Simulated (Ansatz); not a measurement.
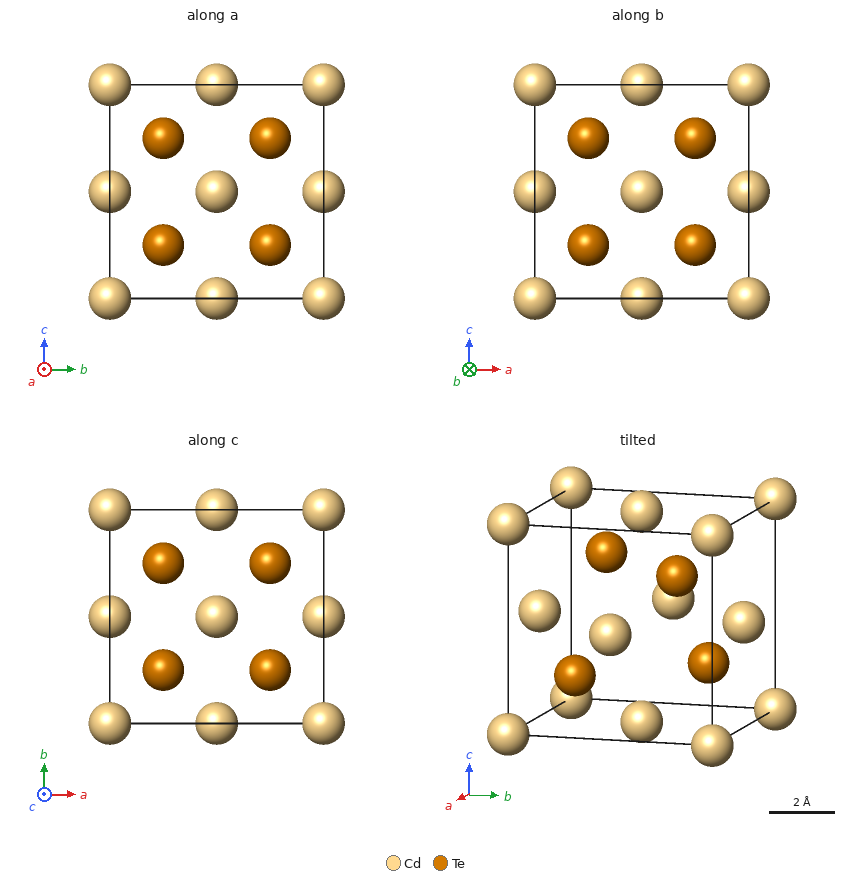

Structure drawing (spheres-only), viewed along the a axis, along the b axis, along the c axis and slightly off an axis. The conventional unit cell is drawn as a box.

Lattice parameters: a = 6.663 Å, b = 6.663 Å, c = 6.663 Å, α = 90.00°, β = 90.00°, γ = 90.00°.

Q: From the views, write a table of Wyckoff sites.

A: Space group F-43m (No. 216).
```csv
atom,site,x,y,z
Cd,4a,0.0000,0.0000,0.0000
Te,4d,0.2500,0.2500,0.7500
```

The initial geometry was a structure type known for this compound. The cell was then strained or its atoms displaced on purpose. It was run through Ansatz as a DFT input.
